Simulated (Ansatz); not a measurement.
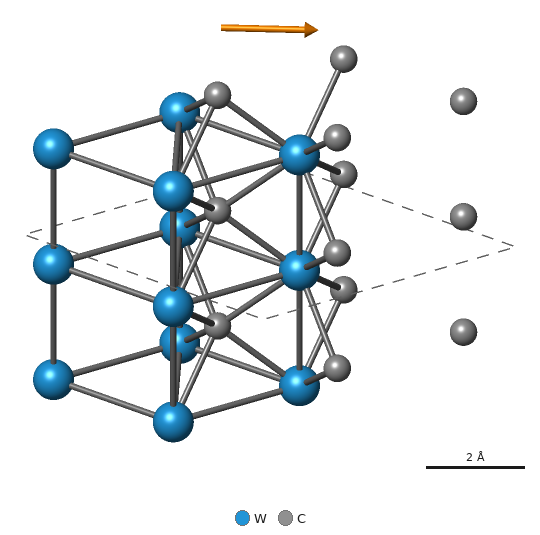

Solid WC (P-6m2): the crystal above a cut along the (0 0 1) plane of the conventional cell (between a plane of W below and one of C above, 1.42 Å apart) is slid rigidly by fractions of an in-plane lattice vector 5.04 Å long (a generalised stacking fault). One cut stands in each cell, which starts 8.5 Å high; nothing is relaxed, and the dashed outline marks the cut, the arrow on top the direction of slip. The picture shows the perfect crystal around the cut (dashed). Style: ball-and-stick. Shown: the layers on both sides of the cut, obliquely from above.

Computed with DFT r2SCAN, scalar-relativistic, plane waves, PAW in Ansatz 0.2.0. Settings: plane-wave cutoff 500 eV; k-point mesh 23 × 23 × 7; occupations gaussian; smearing width 0.15 eV; no spin polarisation. Energies (free energies at the smearing named) are counted from the relaxed crystal.

```
W C
1.0
    -2.91209    0.00000    0.00000
    -1.45605   -2.52195    0.00000
     0.00000    0.00000    8.50860
W C
3 3
Direct
  0.00000 0.00000 0.00000
  0.00000 0.00000 0.33333
  0.00000 0.00000 0.66667
  0.66667 0.66667 0.16667
  0.66667 0.66667 0.50000
  0.66667 0.66667 0.83333
```

Q: What energies does the calculation give (the slip: 0.000, 0.167, 0.333, 0.500, 0.667, 1.000)?

A:
```csv
slip (fraction of the lattice vector),γ (mJ/m²)
0.000,0
0.167,8258
0.333,21110
0.500,8338
0.667,2370
1.000,0
```

Points that are alike by symmetry were computed once.

The curve starts and ends at zero, since a full lattice vector restores the crystal. Its highest computed point is 21110 mJ/m² at slip 0.333. The points are too sparse to place its extrema closely. Relaxation across the fault would lower the values.
